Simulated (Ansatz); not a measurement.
The structure in question:

Space group P2_1 (No. 4). a = 3.997 Å, b = 6.596 Å, c = 3.997 Å, α = 90.00°, β = 120.00°, γ = 90.00°
```csv
atom,site,symmetry,x,y,z
Ge,2a,1,0.7002,0.9371,0.3578
Ge,2a,1,0.6332,0.5629,0.3088
```

Describe what this structure looks like.

The element is germanium. The symmetry is that of P2_1 (No. 4), on a primitive monoclinic lattice. The cell holds four atoms. Ge bonds to four Ge in a tetrahedral arrangement at 2.45 to 2.48 Å. The bonds build a three-dimensional framework.

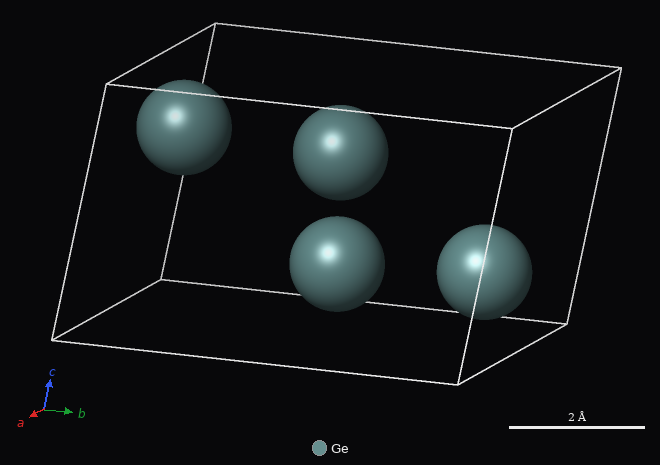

Drawn in the spheres-only manner and seen slightly off an axis. The frame is the conventional unit cell; atoms at its boundary are shown with their periodic copies.

The model was built from a structure listed in the Materials Project. The cell was then strained or its atoms displaced on purpose. It was run through Ansatz as a DFT input.
